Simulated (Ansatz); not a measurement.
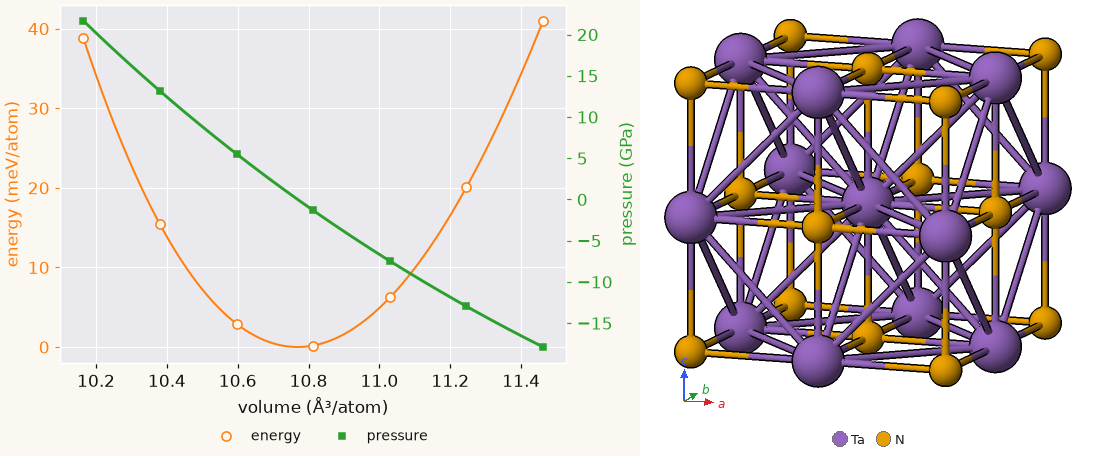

The plot gives the computed energy and pressure against volume for TaN, space group Fm-3m (No. 225). The conventional cell is drawn beside the plot.

Structure:
```xyz
2
Lattice="0.0000 2.2113 2.2113 2.2113 0.0000 2.2113 2.2113 2.2113 0.0000" Properties=species:S:1:pos:R:3 pbc="T T T"
Ta    2.2113    2.2113    2.2113
N     0.0000    0.0000    0.0000
```

Computed with Ansatz 0.2.0: plane-wave DFT, no spin polarisation; energies at scaled volumes of the given cell, shape and fractions fixed, counted from the fit's minimum, third-order Birch-Murnaghan fit. Level: PBE.

k mesh 10×10×10; occupations Fermi–Dirac; smearing width 0.05 eV; potentials Ansatz PAW; wave cutoff 420 eV; density cutoff 1680 eV.

> How stiff is the solid, and where is its volume at rest?

A third-order Birch–Murnaghan fit gives V0 = 10.77 Å³/atom, B0 = 330 GPa and B′ = 4.5.

> What does the pressure do across the range?

It falls from 21.66 GPa at volume 10.16 Å³/atom to −17.90 GPa at 11.46 Å³/atom, and changes sign near 10.77 Å³/atom.
